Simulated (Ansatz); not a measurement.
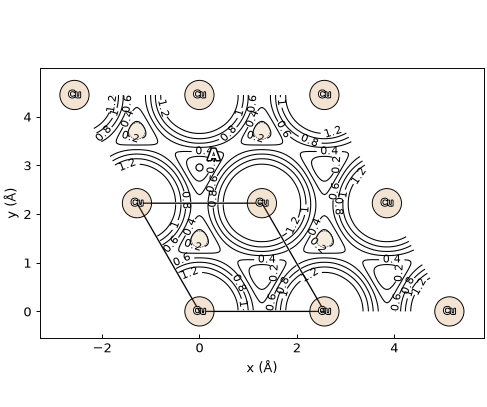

O on a Cu(111) slab cut from the Fm-3m phase, its upper half relaxed before the scan (12 atoms of substrate and one adsorbate in a 2 × 2 cell). O is moved over the surface cell; relaxed at each place: the height of the adsorbate's atoms; substrate rigid; the origin of the map has the adsorbate above Cu9. Places are given modulo a cell vector. The map is drawn in real space over the plane of the surface. Grid: 6 × 6 points; 10 points were computed and 26 follow by symmetry. Places are given in fractions of the 1 × 1 surface cell. All energies are given in eV relative to the lowest grid point. The runs have no spin polarisation; a magnetic state may lie lower. Theory: DFT PBE, scalar-relativistic, plane waves, PAW (Ansatz 0.2.0). Settings: cutoff 420 eV, k-mesh 6×6×1, gaussian smearing 0.1 eV, no spin polarisation.

The picture shows contour lines labelled in eV (none above 1.2), labelled circles for the atoms of the top layer and small ones for the second layer, the outline of one cell of the 2 × 2 shown, the point A. Between grid points the surface is interpolated.

Question: Find the lowest pass out of the well at A.

Answer: The easiest path leads from the well at a threefold hollow over a third-layer Cu atom, (4/6, 2/6) of the cell vectors to the well at a threefold hollow over a second-layer Cu atom, (2/6, 4/6) of the cell vectors, about 0.1 eV higher. Its highest point lies about 0.44 eV above the bottom of the first well on the interpolated surface, at a bridge site between two Cu atoms, (3/6, 0/6) of the cell vectors. Seen from the upper well the barrier is about 0.34 eV. This is the barrier on the constrained surface; relaxing the other coordinates would change it.

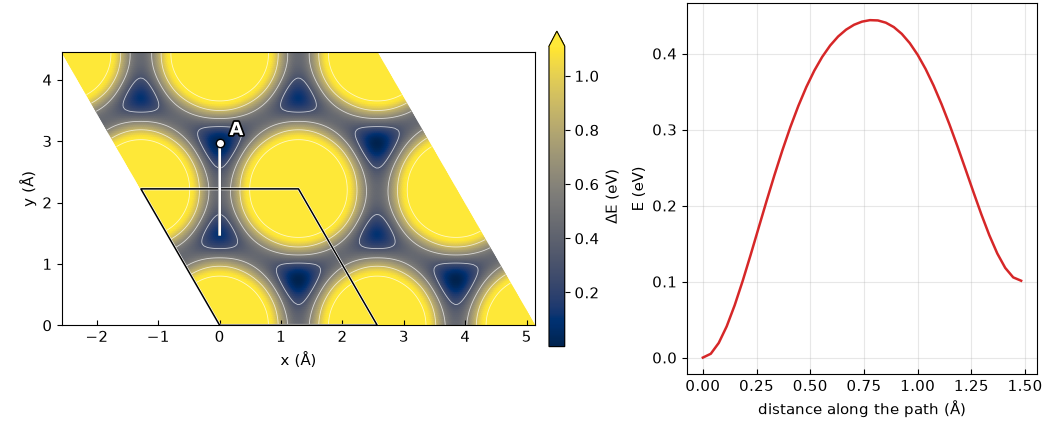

The picture shows a smooth colour map with a few white contour lines, a line along the lowest path, the outline of one cell of the 2 × 2 shown, one colour for all values above the top of the scale, the energy along the path at the right. Between grid points the surface is interpolated.

PAW datasets: the set soft_1.
